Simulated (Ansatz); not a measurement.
## ZrS2: geometry relaxation (part 1 of 2)

System: ZrS2 (slab, 12 atoms in the cell).
Method: DFT PBE+D3(BJ), scalar-relativistic, plane waves, PAW, no spin polarisation (Ansatz 0.2.0).

The structure derives from an entry of the Crystallography Open Database. The input holds or restrains some coordinates. Forces given for the steps count only the free coordinates. It belongs to a series of runs on one base structure; here: clean slab, lower planes held.

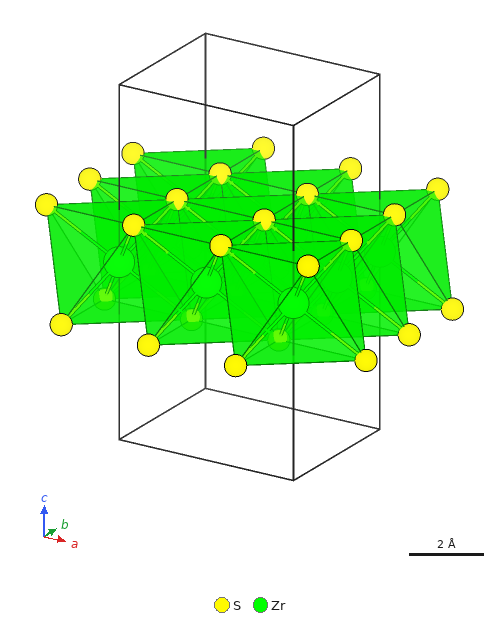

Fig. 1: The starting structure (polyhedral view of the cell of the calculation, with the vacuum cut short, seen slightly off an axis; polyhedra are completed across the faces of the cell). An atom can appear more than once, as a periodic image.

Key numbers

```csv
quantity,value
outcome,converged under the restraints of the input
electrons treated,96
free energy,−23973.4582 eV
"work function, top face",5.85 eV
"work function, bottom face",5.85 eV
Fermi energy,−1.653 eV
gap on the k-point mesh,1.06 eV
final volume,866.08 Å³
work function (upper face),5.85 eV
"largest force (length of the vector) at the end, held atoms and coordinates included",under 0.001 eV/Å
hardware,"2 threads of Arm Neoverse V2, 24 GiB of memory available, shared host"
wall time,34 s (CPU time 67 s)
peak memory,0.97 GiB
```

Input
```yaml
crystal:
  lattice:
    - [7.2700393928, 0.0, 0.0]
    - [-3.6350196964, 6.2960388007, 0.0]
    - [0.0, 0.0, 18.9214087726]
  atoms:
    - { symbol: S, position: [0.3333333333, 0.1666666667, 0.4228014994] }
    - { symbol: S, position: [0.3333333333, 0.6666666667, 0.4228014994] }
    - { symbol: S, position: [0.8333333333, 0.1666666667, 0.4228014994] }
    - { symbol: S, position: [0.8333333333, 0.6666666667, 0.4228014994] }
    - { symbol: Zr, position: [0.0, 0.0, 0.5] }
    - { symbol: Zr, position: [0.0, 0.5, 0.5] }
    - { symbol: Zr, position: [0.5, 0.0, 0.5] }
    - { symbol: Zr, position: [0.5, 0.5, 0.5] }
    - { symbol: S, position: [0.1666666667, 0.3333333333, 0.5771985006] }
    - { symbol: S, position: [0.1666666667, 0.8333333333, 0.5771985006] }
    - { symbol: S, position: [0.6666666667, 0.3333333333, 0.5771985006] }
    - { symbol: S, position: [0.6666666667, 0.8333333333, 0.5771985006] }
basis:
  ecutwfc: 420
kpoints:
  mp_grid: { grid: [3, 3, 1] }
hamiltonian:
  xc: pbe
  dispersion: d3bj
scf:
  occupations: { method: gaussian, width: 0.05 }
output:
  forces: true
  eigenvalues: true
  write_density: true
  write_potential: true
  elf: true
  volumetric_format: npy
relax:
  adjacent_minimum: "off"
  f_tol: 0.03
  max_steps: 70
  constraints: [{ sites: [0, 1, 2, 3] }]
efield:
  axis: 3
  dipole_correction: true
  ramp_width: 0.04
```

Launched with:
```bash
ansatz run input.yaml --threads 2 --pin off --max-ram 5120MiB --backend cpu --events-out ev --progress --plain --runs-dir out
```

The program's output
```
Engine: ansatz 0.2.0, aarch64-unknown-linux-gnu
Pseudopotentials: kind: paw
Pseudopotential: S, paw, valence charge 6, recommended cutoff 420 eV (normal), S.paw.azcp
Pseudopotential: Zr, paw, valence charge 12, recommended cutoff 420 eV (normal), Zr.paw.azcp
Functional definition: PBE
  parameter kappa = 0.804
  parameter beta = 0.06672455060314922
  exchange = pbe_x(kappa = kappa, mu = beta*pi^2/3)
  correlation = pbe_c(beta = beta)
Crystal: 12 atoms, lattice volume = 866.079 Å³
Basis set: ecut = 420 eV, 16827 PW (Γ), exchange–correlation on 100×100×256 points (8 copies of the dense FFT grid, shifted against one another)
Bands: 60, of which v1, the nominal top of the filled ones, is band 48 counted from 1 (47 counted from 0)
Symmetry: 24 space group operations
k-points: 3 of 9 (time reversal used)
Non-local potential: S, projectors of the file, l = 0: 2, l = 1: 2, l = 2: 2
Non-local potential: Zr, projectors of the file, l = 0: 3, l = 1: 2, l = 2: 2, l = 3: 2
PAW form: soft (Blöchl's): semilocal exchange-correlation on the pseudo side does not see the compensation charge
PAW one-centre angular grid: S, 110 points (default); XC on 64 Gauss nodes
PAW one-centre angular grid: Zr, 590 points (default); XC on 64 Gauss nodes
Initial density: superposition of atomic densities (neutral atoms: chi_scale 0, normalization atom), corrected by the library's trained network
Initial wavefunctions: pseudopotential atomic-orbital guess
Functional: x = pbe(κ = 0.804, μ = 0.2195149727645171), c = pbe(β = 0.06672455060314922)
SCF iter   1: F=—  HF=-23973.456867 eV  |F-HF|=—  |Δ(HF+E_count)|=         —  Δρ=7.19e-4  dr2=7.28e-3  ethr=1.77e-3  p=0.000 e·Å  D=5.42e-14 V/Å  ΔV_dip=-0.00 eV  dr2_dipole=1.28e-9  V_vac-E_F(+/−)=5.70/5.70 eV  ⟨swp⟩=7.3  Hψ=816  notcnv=0
efield: sawtooth ramp at fractional position 0.9800 (placed from the atoms, in the widest stretch of the axis that holds none; the zero of the levels goes with the place), width 0.0400; the density the first Hamiltonian is built on has a dipole p = 0.000 e·Å; the dipole correction subtracts the counter field D = 5.42e-14 V/Å, which shifts the + side's vacuum level by -0.00 eV against the − side's; the planar-averaged density in the ramp window peaks in size at 2.3e-5 e/Å³
preconditioner: auto → Resta (q_TF=auto, 1.891 Å⁻¹)  ε∞=2.9  [insulator: Δε(μ)=1.060 eV  Ē_g=7.230 eV  σ=0.050 eV  W_gap=1.00  n_scr=94 (ndim 8)  ℏωp=10.1 eV  f_vac=0.657  D(μ)=0.00/eV (n_scr^D=0)  ε∞_Penn≈2.9  vacuum switching on, ρ_ref=3.8e-3 e/Å³]
SCF iter   2: F=—  HF=-23973.454840 eV  |F-HF|=—  |Δ(HF+E_count)|=   2.03e-3  Δρ=3.85e-4  dr2=1.76e-3  ethr=7.58e-6  p=-0.000 e·Å  D=-4.08e-6 V/Å  ΔV_dip=0.00 eV  dr2_dipole=5.94e-10  V_vac-E_F(+/−)=5.76/5.76 eV  ⟨swp⟩=2.0  Hψ=351  notcnv=0  defer=4
SCF iter   3: F=—  HF=-23973.457587 eV  |F-HF|=—  |Δ(HF+E_count)|=   2.75e-3  Δρ=1.70e-4  dr2=9.18e-4  ethr=1.83e-6  p=0.000 e·Å  D=3.33e-6 V/Å  ΔV_dip=-0.00 eV  dr2_dipole=1.18e-9  V_vac-E_F(+/−)=5.81/5.81 eV  ⟨swp⟩=2.0  Hψ=257  notcnv=0  defer=4
SCF iter   4: F=—  HF=-23973.457683 eV  |F-HF|=—  |Δ(HF+E_count)|=   9.57e-5  Δρ=4.97e-5  dr2=5.73e-5  ethr=9.56e-7  p=0.000 e·Å  D=5.00e-7 V/Å  ΔV_dip=-0.00 eV  dr2_dipole=2.61e-11  V_vac-E_F(+/−)=5.83/5.83 eV  ⟨swp⟩=2.0  Hψ=231  notcnv=0  defer=4
iter 5 did not close the SCF: its close was put off for the readings that it lacked (scf_convergence_deferred on its scf_iter line)
SCF iter   5: F=-23973.457660 eV  HF=-23973.457653 eV  |F-HF|=6.90e-6  |Δ(HF+E_count)|=   2.93e-5  Δρ=1.87e-5  dr2=3.45e-6  ethr=5.97e-8  p=0.000 e·Å  D=1.10e-6 V/Å  ΔV_dip=-0.00 eV  dr2_dipole=5.07e-10  V_vac-E_F(+/−)=5.84/5.84 eV  ⟨swp⟩=2.0  Hψ=243  notcnv=0  defer=4
SCF iter   6: F=-23973.457661 eV  HF=-23973.457661 eV  |F-HF|=7.18e-9  |Δ(HF+E_count)|=   7.37e-6  Δρ=2.43e-6  dr2=7.28e-8  ethr=3.60e-9  p=-0.000 e·Å  D=-4.57e-6 V/Å  ΔV_dip=0.00 eV  dr2_dipole=5.95e-9  V_vac-E_F(+/−)=5.84/5.84 eV  ⟨swp⟩=16.3  Hψ=1630  notcnv=0
SCF 1 converged in 6 iterations: F = -23973.457661 eV  dr2 = 7.28e-8
  greatest PAW one-centre occupation: 0.995 electrons in one spin orbital (limit 2), on the Zr atom at site 7 (counted from 0), in its partial waves of l = 0
relax step   1: F+E_penalty+E_count = -23973.45766082 eV  Δ(F+E_penalty+E_count) = +0.000e0 eV  max|allowed force component| = 3.814e-2 eV/Å  Δτ_max = 0.0000 Å  (6 SCF iters, dr2 threshold 2.25e-5 eV, accepted)
Initial density: handed on by an earlier stage of this run
Initial wavefunctions: those handed on with the density
iter 1 solved again at ethr=2.92e-6 eV; its pass at ethr=3.10e-3 eV (dr2=2.81e-3 eV) is discarded
SCF iter   1: F=—  HF=-23973.457762 eV  |F-HF|=—  |Δ(HF+E_count)|=         —  Δρ=4.00e-4  dr2=2.94e-3  ethr=2.92e-6  p=-0.000 e·Å  D=-4.57e-6 V/Å  ΔV_dip=0.00 eV  dr2_dipole=1.04e-4  V_vac-E_F(+/−)=5.84/5.84 eV  ⟨swp⟩=2.0  Hψ=510  notcnv=0  defer=19
efield: sawtooth ramp at fractional position 0.9800 (handed on by an earlier solve), width 0.0400; the density the first Hamiltonian is built on has a dipole p = -0.000 e·Å; the dipole correction subtracts the counter field D = -4.57e-6 V/Å, which shifts the + side's vacuum level by +0.00 eV against the − side's; the planar-averaged density in the ramp window peaks in size at 3.1e-7 e/Å³
preconditioner: auto → Resta (q_TF=auto, 1.891 Å⁻¹)  ε∞=3.0  [insulator: Δε(μ)=1.050 eV  Ē_g=7.221 eV  σ=0.050 eV  W_gap=1.00  n_scr=94 (ndim 8)  ℏωp=10.1 eV  f_vac=0.657  D(μ)=0.00/eV (n_scr^D=0)  ε∞_Penn≈3.0  vacuum switching on, ρ_ref=3.8e-3 e/Å³]
SCF iter   2: F=—  HF=-23973.457369 eV  |F-HF|=—  |Δ(HF+E_count)|=   3.93e-4  Δρ=1.90e-4  dr2=7.43e-4  ethr=2.92e-6  p=-0.005 e·Å  D=-1.11e-3 V/Å  ΔV_dip=0.02 eV  dr2_dipole=1.39e-4  V_vac-E_F(+/−)=5.86/5.84 eV  ⟨swp⟩=2.0  Hψ=232  notcnv=0  defer=19
SCF iter   3: F=—  HF=-23973.457274 eV  |F-HF|=—  |Δ(HF+E_count)|=   9.51e-5  Δρ=1.29e-4  dr2=1.67e-4  ethr=7.74e-7  p=-0.000 e·Å  D=-9.84e-5 V/Å  ΔV_dip=0.00 eV  dr2_dipole=1.27e-5  V_vac-E_F(+/−)=5.85/5.85 eV  ⟨swp⟩=2.0  Hψ=226  notcnv=0  defer=19
SCF iter   4: F=—  HF=-23973.457264 eV  |F-HF|=—  |Δ(HF+E_count)|=   9.61e-6  Δρ=5.77e-5  dr2=6.87e-5  ethr=1.74e-7  p=-0.002 e·Å  D=-3.40e-4 V/Å  ΔV_dip=0.01 eV  dr2_dipole=8.74e-6  V_vac-E_F(+/−)=5.85/5.85 eV  ⟨swp⟩=2.0  Hψ=255  notcnv=0  defer=19
SCF iter   5: F=—  HF=-23973.457580 eV  |F-HF|=—  |Δ(HF+E_count)|=   3.15e-4  Δρ=1.51e-5  dr2=1.38e-6  ethr=7.16e-8  p=-0.001 e·Å  D=-1.10e-4 V/Å  ΔV_dip=0.00 eV  dr2_dipole=1.17e-7  V_vac-E_F(+/−)=5.85/5.85 eV  ⟨swp⟩=2.0  Hψ=226  notcnv=0  defer=19
SCF iter   6: F=—  HF=-23973.457580 eV  |F-HF|=—  |Δ(HF+E_count)|=   4.18e-7  Δρ=4.00e-6  dr2=1.13e-7  ethr=1.44e-9  p=-0.000 e·Å  D=-5.18e-5 V/Å  ΔV_dip=0.00 eV  dr2_dipole=1.20e-8  V_vac-E_F(+/−)=5.85/5.85 eV  ⟨swp⟩=2.7  Hψ=300  notcnv=0  defer=19
SCF iter   7: F=-23973.457580 eV  HF=-23973.457580 eV  |F-HF|=5.86e-9  |Δ(HF+E_count)|=   3.60e-8  Δρ=6.38e-7  dr2=8.49e-9  ethr=1.04e-10  p=-0.000 e·Å  D=-2.44e-5 V/Å  ΔV_dip=0.00 eV  dr2_dipole=1.48e-10  V_vac-E_F(+/−)=5.85/5.85 eV  ⟨swp⟩=16.0  Hψ=1401  notcnv=0
SCF 2 converged in 7 iterations: F = -23973.457580 eV  dr2 = 8.49e-9
relax step   2: F+E_penalty+E_count = -23973.45758007 eV  Δ(F+E_penalty+E_count) = +8.075e-5 eV  max|allowed force component| = 4.156e-2 eV/Å  Δτ_max = 0.0137 Å  (7 SCF iters, rejected (line search))
SCF iter   1: F=—  HF=-23973.457895 eV  |F-HF|=—  |Δ(HF+E_count)|=         —  Δρ=3.98e-4  dr2=2.90e-3  ethr=3.06e-5  p=-0.000 e·Å  D=-2.44e-5 V/Å  ΔV_dip=0.00 eV  dr2_dipole=1.07e-4  V_vac-E_F(+/−)=5.85/5.85 eV  ⟨swp⟩=2.0  Hψ=328  notcnv=0  defer=19
efield: sawtooth ramp at fractional position 0.9800 (handed on by an earlier solve), width 0.0400; the density the first Hamiltonian is built on has a dipole p = -0.000 e·Å; the dipole correction subtracts the counter field D = -2.44e-5 V/Å, which shifts the + side's vacuum level by +0.00 eV against the − side's; the planar-averaged density in the ramp window peaks in size at 3.2e-7 e/Å³
preconditioner: auto → Resta (q_TF=auto, 1.891 Å⁻¹)  ε∞=3.0  [insulator: Δε(μ)=1.061 eV  Ē_g=7.223 eV  σ=0.050 eV  W_gap=1.00  n_scr=94 (ndim 8)  ℏωp=10.1 eV  f_vac=0.657  D(μ)=0.00/eV (n_scr^D=0)  ε∞_Penn≈3.0  vacuum switching on, ρ_ref=3.8e-3 e/Å³]
SCF iter   2: F=—  HF=-23973.457475 eV  |F-HF|=—  |Δ(HF+E_count)|=   4.21e-4  Δρ=1.88e-4  dr2=7.09e-4  ethr=3.03e-6  p=0.005 e·Å  D=1.10e-3 V/Å  ΔV_dip=-0.02 eV  dr2_dipole=1.33e-4  V_vac-E_F(+/−)=5.83/5.85 eV  ⟨swp⟩=2.0  Hψ=279  notcnv=0  defer=19
SCF iter   3: F=—  HF=-23973.457386 eV  |F-HF|=—  |Δ(HF+E_count)|=   8.88e-5  Δρ=1.28e-4  dr2=1.64e-4  ethr=7.38e-7  p=0.000 e·Å  D=9.94e-5 V/Å  ΔV_dip=-0.00 eV  dr2_dipole=1.18e-5  V_vac-E_F(+/−)=5.84/5.84 eV  ⟨swp⟩=2.0  Hψ=225  notcnv=0  defer=19
SCF iter   4: F=—  HF=-23973.457384 eV  |F-HF|=—  |Δ(HF+E_count)|=   1.84e-6  Δρ=5.82e-5  dr2=6.99e-5  ethr=1.70e-7  p=0.002 e·Å  D=3.24e-4 V/Å  ΔV_dip=-0.01 eV  dr2_dipole=8.41e-6  V_vac-E_F(+/−)=5.84/5.85 eV  ⟨swp⟩=2.0  Hψ=254  notcnv=0  defer=19
SCF iter   5: F=—  HF=-23973.457660 eV  |F-HF|=—  |Δ(HF+E_count)|=   2.76e-4  Δρ=1.55e-5  dr2=1.48e-6  ethr=7.28e-8  p=0.000 e·Å  D=9.40e-5 V/Å  ΔV_dip=-0.00 eV  dr2_dipole=1.23e-7  V_vac-E_F(+/−)=5.84/5.84 eV  ⟨swp⟩=2.0  Hψ=225  notcnv=0  defer=19
SCF iter   6: F=—  HF=-23973.457661 eV  |F-HF|=—  |Δ(HF+E_count)|=   3.79e-7  Δρ=3.67e-6  dr2=1.14e-7  ethr=1.55e-9  p=0.000 e·Å  D=3.37e-5 V/Å  ΔV_dip=-0.00 eV  dr2_dipole=1.49e-8  V_vac-E_F(+/−)=5.84/5.84 eV  ⟨swp⟩=2.0  Hψ=257  notcnv=0  defer=19
SCF iter   7: F=-23973.457661 eV  HF=-23973.457661 eV  |F-HF|=5.19e-9  |Δ(HF+E_count)|=   3.65e-8  Δρ=7.33e-7  dr2=9.02e-9  ethr=1.04e-10  p=0.000 e·Å  D=5.10e-6 V/Å  ΔV_dip=-0.00 eV  dr2_dipole=3.78e-11  V_vac-E_F(+/−)=5.84/5.84 eV  ⟨swp⟩=15.7  Hψ=1420  notcnv=0
SCF 3 converged in 7 iterations: F = -23973.457661 eV  dr2 = 9.02e-9
relax step   3: F+E_penalty+E_count = -23973.45766086 eV  Δ(F+E_penalty+E_count) = -3.404e-8 eV  max|allowed force component| = 3.823e-2 eV/Å  Δτ_max = 0.0000 Å  (7 SCF iters, accepted)
SCF iter   1: F=—  HF=-23973.457786 eV  |F-HF|=—  |Δ(HF+E_count)|=         —  Δρ=4.01e-4  dr2=2.97e-3  ethr=3.04e-5  p=0.000 e·Å  D=5.10e-6 V/Å  ΔV_dip=-0.00 eV  dr2_dipole=1.10e-4  V_vac-E_F(+/−)=5.84/5.84 eV  ⟨swp⟩=2.0  Hψ=328  notcnv=0  defer=19
efield: sawtooth ramp at fractional position 0.9800 (handed on by an earlier solve), width 0.0400; the density the first Hamiltonian is built on has a dipole p = 0.000 e·Å; the dipole correction subtracts the counter field D = 5.10e-6 V/Å, which shifts the + side's vacuum level by -0.00 eV against the − side's; the planar-averaged density in the ramp window peaks in size at 3.1e-7 e/Å³
SCF iter   2: F=—  HF=-23973.457356 eV  |F-HF|=—  |Δ(HF+E_count)|=   4.30e-4  Δρ=1.91e-4  dr2=7.51e-4  ethr=3.09e-6  p=-0.005 e·Å  D=-1.14e-3 V/Å  ΔV_dip=0.02 eV  dr2_dipole=1.41e-4  V_vac-E_F(+/−)=5.86/5.84 eV  ⟨swp⟩=2.0  Hψ=278  notcnv=0  defer=19
SCF iter   3: F=—  HF=-23973.457259 eV  |F-HF|=—  |Δ(HF+E_count)|=   9.71e-5  Δρ=1.29e-4  dr2=1.67e-4  ethr=7.82e-7  p=-0.001 e·Å  D=-1.29e-4 V/Å  ΔV_dip=0.00 eV  dr2_dipole=1.19e-5  V_vac-E_F(+/−)=5.85/5.85 eV  ⟨swp⟩=2.0  Hψ=226  notcnv=0  defer=19
SCF iter   4: F=—  HF=-23973.457251 eV  |F-HF|=—  |Δ(HF+E_count)|=   7.98e-6  Δρ=5.82e-5  dr2=7.31e-5  ethr=1.74e-7  p=-0.002 e·Å  D=-3.57e-4 V/Å  ΔV_dip=0.01 eV  dr2_dipole=9.59e-6  V_vac-E_F(+/−)=5.85/5.85 eV  ⟨swp⟩=2.0  Hψ=254  notcnv=0  defer=19
SCF iter   5: F=—  HF=-23973.457575 eV  |F-HF|=—  |Δ(HF+E_count)|=   3.24e-4  Δρ=1.53e-5  dr2=1.45e-6  ethr=7.62e-8  p=-0.001 e·Å  D=-1.17e-4 V/Å  ΔV_dip=0.00 eV  dr2_dipole=1.42e-7  V_vac-E_F(+/−)=5.85/5.85 eV  ⟨swp⟩=2.0  Hψ=226  notcnv=0  defer=19
SCF iter   6: F=—  HF=-23973.457576 eV  |F-HF|=—  |Δ(HF+E_count)|=   3.53e-7  Δρ=3.72e-6  dr2=1.15e-7  ethr=1.51e-9  p=-0.000 e·Å  D=-5.48e-5 V/Å  ΔV_dip=0.00 eV  dr2_dipole=1.42e-8  V_vac-E_F(+/−)=5.85/5.85 eV  ⟨swp⟩=2.0  Hψ=257  notcnv=0  defer=19
SCF iter   7: F=-23973.457576 eV  HF=-23973.457576 eV  |F-HF|=5.36e-9  |Δ(HF+E_count)|=   3.75e-8  Δρ=7.42e-7  dr2=9.27e-9  ethr=1.04e-10  p=-0.000 e·Å  D=-2.63e-5 V/Å  ΔV_dip=0.00 eV  dr2_dipole=5.72e-11  V_vac-E_F(+/−)=5.85/5.85 eV  ⟨swp⟩=16.0  Hψ=1429  notcnv=0
SCF 4 converged in 7 iterations: F = -23973.457576 eV  dr2 = 9.27e-9
relax step   4: F+E_penalty+E_count = -23973.45757553 eV  Δ(F+E_penalty+E_count) = +8.532e-5 eV  max|allowed force component| = 4.174e-2 eV/Å  Δτ_max = 0.0138 Å  (7 SCF iters, rejected (line search))
SCF iter   1: F=—  HF=-23973.457994 eV  |F-HF|=—  |Δ(HF+E_count)|=         —  Δρ=2.08e-4  dr2=8.02e-4  ethr=8.41e-6  p=-0.000 e·Å  D=-2.63e-5 V/Å  ΔV_dip=0.00 eV  dr2_dipole=3.02e-5  V_vac-E_F(+/−)=5.85/5.85 eV  ⟨swp⟩=2.0  Hψ=328  notcnv=0  defer=11
efield: sawtooth ramp at fractional position 0.9800 (handed on by an earlier solve), width 0.0400; the density the first Hamiltonian is built on has a dipole p = -0.000 e·Å; the dipole correction subtracts the counter field D = -2.63e-5 V/Å, which shifts the + side's vacuum level by +0.00 eV against the − side's; the planar-averaged density in the ramp window peaks in size at 3.2e-7 e/Å³
preconditioner: auto → Resta (q_TF=auto, 1.891 Å⁻¹)  ε∞=3.0  [insulator: Δε(μ)=1.053 eV  Ē_g=7.219 eV  σ=0.050 eV  W_gap=1.00  n_scr=94 (ndim 8)  ℏωp=10.1 eV  f_vac=0.657  D(μ)=0.00/eV (n_scr^D=0)  ε∞_Penn≈3.0  vacuum switching on, ρ_ref=3.8e-3 e/Å³]
SCF iter   2: F=—  HF=-23973.457880 eV  |F-HF|=—  |Δ(HF+E_count)|=   1.14e-4  Δρ=9.84e-5  dr2=1.97e-4  ethr=8.35e-7  p=0.003 e·Å  D=5.74e-4 V/Å  ΔV_dip=-0.01 eV  dr2_dipole=3.71e-5  V_vac-E_F(+/−)=5.84/5.85 eV  ⟨swp⟩=2.0  Hψ=279  notcnv=0  defer=11
SCF iter   3: F=—  HF=-23973.457864 eV  |F-HF|=—  |Δ(HF+E_count)|=   1.65e-5  Δρ=6.64e-5  dr2=4.35e-5  ethr=2.05e-7  p=0.000 e·Å  D=4.79e-5 V/Å  ΔV_dip=-0.00 eV  dr2_dipole=3.07e-6  V_vac-E_F(+/−)=5.85/5.85 eV  ⟨swp⟩=2.0  Hψ=225  notcnv=0  defer=11
SCF iter   4: F=—  HF=-23973.458168 eV  |F-HF|=—  |Δ(HF+E_count)|=   3.05e-4  Δρ=3.03e-5  dr2=1.92e-5  ethr=4.53e-8  p=0.001 e·Å  D=1.66e-4 V/Å  ΔV_dip=-0.00 eV  dr2_dipole=2.36e-6  V_vac-E_F(+/−)=5.84/5.85 eV  ⟨swp⟩=2.0  Hψ=254  notcnv=0  defer=11
SCF iter   5: F=—  HF=-23973.458166 eV  |F-HF|=—  |Δ(HF+E_count)|=   2.48e-6  Δρ=8.23e-6  dr2=3.88e-7  ethr=2.00e-8  p=0.000 e·Å  D=4.45e-5 V/Å  ΔV_dip=-0.00 eV  dr2_dipole=2.20e-8  V_vac-E_F(+/−)=5.85/5.85 eV  ⟨swp⟩=2.0  Hψ=229  notcnv=0  defer=11
SCF iter   6: F=-23973.458166 eV  HF=-23973.458166 eV  |F-HF|=1.53e-8  |Δ(HF+E_count)|=   8.70e-8  Δρ=1.96e-6  dr2=3.87e-8  ethr=1.04e-10  p=0.000 e·Å  D=1.63e-5 V/Å  ΔV_dip=-0.00 eV  dr2_dipole=6.77e-9  V_vac-E_F(+/−)=5.85/5.85 eV  ⟨swp⟩=16.3  Hψ=1514  notcnv=0
SCF 5 converged in 6 iterations: F = -23973.458166 eV  dr2 = 3.87e-8
relax step   5: F+E_penalty+E_count = -23973.45816607 eV  Δ(F+E_penalty+E_count) = -5.052e-4 eV  max|allowed force component| = 1.309e-4 eV/Å  Δτ_max = 0.0066 Å  (6 SCF iters, accepted)
```
